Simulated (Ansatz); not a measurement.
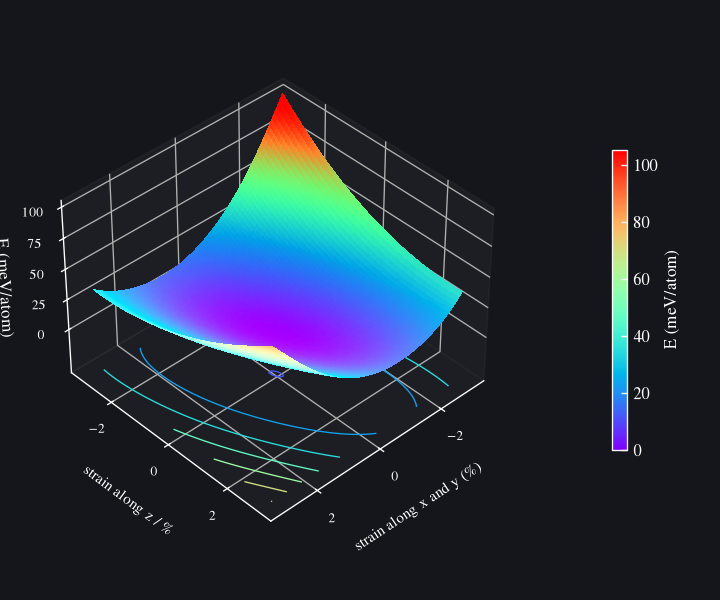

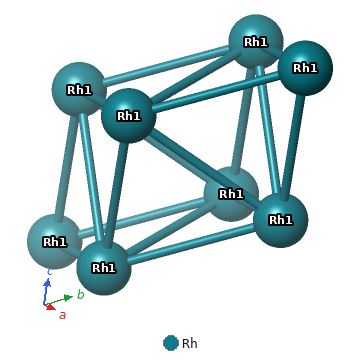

Energy landscape of Rh (Fm-3m, No. 225; 1 atom in the cell). 
- The cell is strained homogeneously, by one strain along x and y and another along z, with fractional coordinates fixed (x, y and z along the cube axes).
- The first coordinate is: strain along x and y; the second: strain along z.
- The grid has 5 × 5 points.
- Points are written as (first, second).
- All energies are given in meV/atom relative to the lowest grid point.
- The reference cell is the one listed in the database, not relaxed at this level.
- All numbers below come from Ansatz 0.2.0, DFT r2SCAN, scalar-relativistic, plane waves, PAW. Settings: cutoff 500 eV, k-mesh 22×22×22, gaussian smearing 0.15 eV, no spin polarisation.

Drawn: a relief with its contours projected below. Between grid points the surface is interpolated. The second picture is the structure at the lowest point

**What does the map say about the system?**

The lowest grid point is at (0.0 %, 0.0 %). No other kind of well shows on this grid. The highest grid point, (−3.0 %, −3.0 %), lies 105 meV/atom above the lowest. Round the minimum the valley is somewhat tilted: raising strain along x and y shifts the best value of strain along z downwards (coupling k₁₂/√(k₁₁k₂₂) about 0.5).

The values on the grid:

```csv
"strain along z ↓, strain along x and y →",−3.0,−1.5,0.0,1.5,3.0
3.0,38,14,18,44,90
1.5,40,9,5,25,66
0.0,51,11,0,13,48
−1.5,73,23,4,9,37
−3.0,105,46,17,14,34
```
